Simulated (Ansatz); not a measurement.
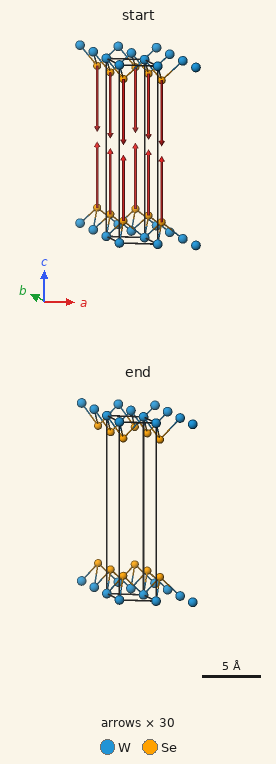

The structure of crystalline WSe₂ (set up in P-6m2) before (top) and after (bottom) a relaxation, at one scale. The red arrows give the displacements (the part carried along by the change of the cell is left out), 30 times their true length.

A ball-and-stick model of the cell of the calculation, repeated 2 × 3 × 1 with one cell outlined, seen slightly off an axis.

Case: uniaxial strain along c of -6.0 %; a, b and atoms relaxed.

Theory: DFT r2SCAN, scalar-relativistic, plane waves, PAW (Ansatz 0.2.0).

The input:
```yaml
crystal:
  lattice:
    - [3.3640790601, 0.0, 0.0]
    - [-1.6820395301, 2.9133779264, 0.0]
    - [0.0, 0.0, 15.6591554341]
  atoms:
    - { symbol: W, position: [3.0e-10, -3.0e-10, 0.0] }
    - { symbol: Se, position: [0.3333333332, 0.6666666668, 0.1017414043] }
    - { symbol: Se, position: [0.3333333332, 0.6666666668, 0.8982585957] }
basis:
  ecutwfc: 500
kpoints:
  mp_grid: { grid: [12, 12, 2] }
hamiltonian:
  xc: r2scan
scf:
  occupations: { method: gaussian, width: 0.02 }
output:
  forces: true
  stress: true
  eigenvalues: true
relax:
  adjacent_minimum: "off"
  f_tol: 0.008
  max_steps: 40
  cell: { stress_tol: 0.015, fix: [c, angles] }
```

Command:
```bash
ansatz run input.yaml --threads 1 --pin off --max-ram 2560MiB --backend cpu --events-out ev --progress --plain --runs-dir out
```

Summarise the run.

Answer. The run was cut off at its time limit before the relaxation converged, so the last structure is only a point on the way. The energy rises by 0.152 eV per cell of the calculation in 0 accepted moves (1 points after the start). Largest force component: 0.98 eV/Å at the start, 1.5 eV/Å at the end. Pressure: 0.93 GPa at the start and −1.45 GPa at the end. The line search rejected the trial step at point 1 of the run. The largest moves relative to the cell, 0.19 Å, are those of Se2 and Se3. Se2 goes along +c. W stays in place. The volume changes by −8.1 %, with a = b 3.364 → 3.224 Å (−4.2 %), c unchanged at 15.659 Å. Among the contacts that change: Se2–Se3 3.186 → 3.575 Å, W1–W1 3.364 → 3.224 Å, W1–Se2 2.512 → 2.581 Å. Bond angles that change, for instance: Se2–W1–Se3 78.7° → 87.7°, Se2–W1–Se2 84.1° → 77.3°, W1–Se3–W1 84.1° → 77.3°. The space group stays P-6m2 (No. 187).

Limits of the set-up: layers or molecules are held without a dispersion correction, so their spacing is unreliable.
